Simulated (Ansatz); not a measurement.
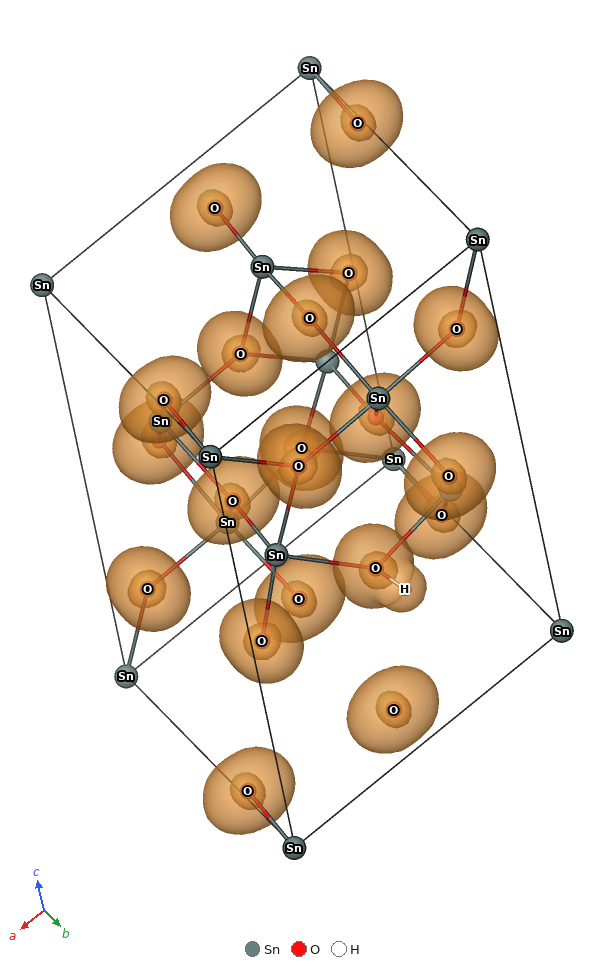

Figure. Sn8HO16 (cell with a defect). Isosurface of the ELF at 0.7 (orange), seen at an oblique angle. Only the valence region is drawn (cores and ρ < 0.01 e/Å³ removed). Sticks mark near contacts.

The program warned that a starting moment wasn't kept; spin-polarised, but the moments vanished.

The calculation used DFT PBE, scalar-relativistic, plane waves, PAW (Ansatz).

In a PAW calculation such maps are meaningful between the atoms, not at the nuclei.

Q: Where are the electrons localised?

A: The ELF exceeds this value in 15 regions wrapped around O (the valence shell of each) and one joined region spread over several atoms (H, O), in which their bonds and any lone pairs are merged, counted in one cell of 25 atoms. Regions shared between cells count once. Profiles from the grid: O–H (1.00 Å): the ELF climbs to about 1 towards the hydrogen, as it does in any bond to H: a covalent bond by its length. Sn–O (2.04 Å): the ELF peaks at about 0.80 in the valence shell of O, 0.6 Å from its nucleus, and is about 0.25 at the midpoint; no shared electron pair shows on this line.
